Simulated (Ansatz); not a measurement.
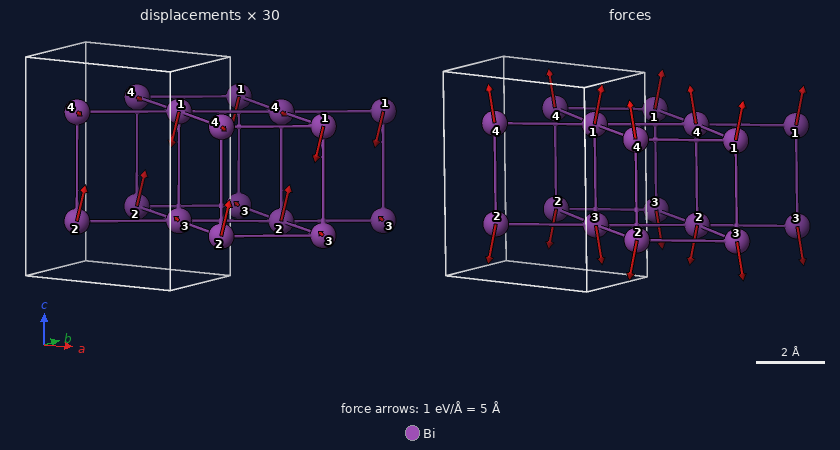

Left: a symmetric starting cell of Bi, with red arrows for the displacements applied to it (without the part that the change of the cell carries along). Right: the displaced structure with the computed forces. Besides, the cell is strained by +0.6 % along b, −2.0 % roughly along a, −7.0 % along [1 0 3] (volume −8.2 %). A ball-and-stick model of the cell of the calculation, repeated 2 × 2 × 1 with one cell outlined, seen slightly off an axis.

Level of theory: Ansatz 0.2.0, DFT PBEsol, scalar-relativistic, plane waves, PAW. (plane-wave cutoff 420 eV; k-point mesh 10 × 10 × 8; occupations gaussian; smearing width 0.1 eV; no spin polarisation)

**Where do the forces point?**

Atoms are displaced by up to 0.04 Å (root mean square over those that move 0.03 Å) relative to the cell: Bi2 0.04 Å along [1 0 3]. No relaxation follows. The starting cell wasn't computed here and needn't be at equilibrium, so pressure and forces aren't due to the change alone. Some distances before and after: Bi–Bi 3.257 → 3.001 to 3.236 Å, Bi–Bi 3.243 → 3.208 Å. The space group stays P2_1/m (No. 11). The pressure is 4.0 GPa (not all of it need come from the change, since the unchanged cell can be under pressure at this level too). The principal stresses (compression positive) are 9.8 GPa along c and 1.1 GPa across it. The largest forces, 0.25 eV/Å, act on Bi1 and Bi2; on Bi1 it points along [1 0 3]. The forces mostly point back along the displacements (cosine −0.80).
